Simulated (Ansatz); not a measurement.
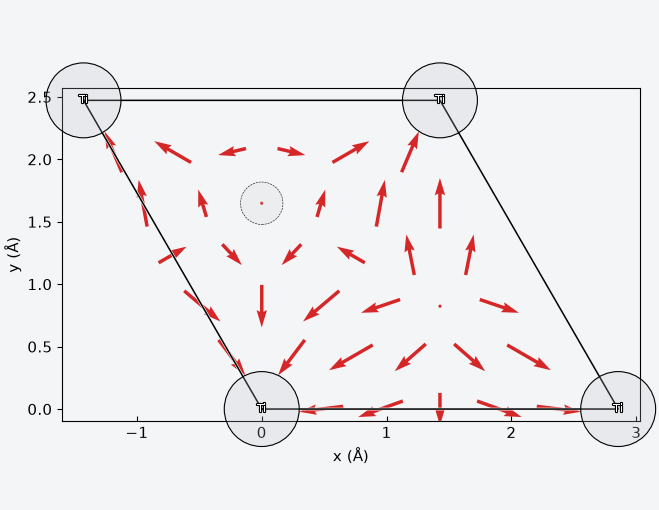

Si on a Ti(111) slab cut from the Fm-3m phase, its upper half relaxed before the scan (12 atoms of substrate and one adsorbate in a 2 × 2 cell). Si is moved over the surface cell at a fixed height above a rigid substrate; the origin of the map has the adsorbate above Ti9; the height is held at 3.10 Å. Places are given modulo a cell vector. The map is drawn in real space over the plane of the surface. The grid has 6 × 6 points; 10 points were computed and 26 follow by symmetry. Places are given in fractions of the 1 × 1 surface cell. The runs have no spin polarisation, so an open-shell adsorbate far from the surface lies too high. At a fixed height the lowest place need not be the adsorption site. Theory: Ansatz 0.2.0, DFT PBE+D3(BJ), scalar-relativistic, plane waves, PAW. Settings: cutoff 420 eV, k-mesh 6×6×1, gaussian smearing 0.1 eV, no spin polarisation.

Drawn: arrows along the force (downhill), their lengths compressed, labelled circles for the atoms of the top layer and small ones for the second layer, the outline of one cell of the plane.

> The arrows alone are given. Where is the energy lowest?

The arrows converge at the top site over a surface Ti atom, (0/6, 0/6) of the cell vectors (read from the interpolated surface).

The energy map of the same scan:

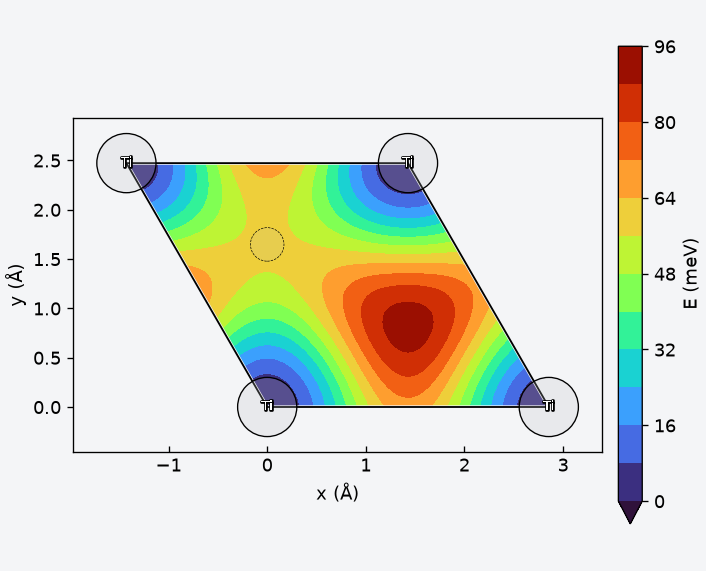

Energies are in meV, from the lowest grid point; between grid points the surface is interpolated.

PAW datasets: the set soft_1.
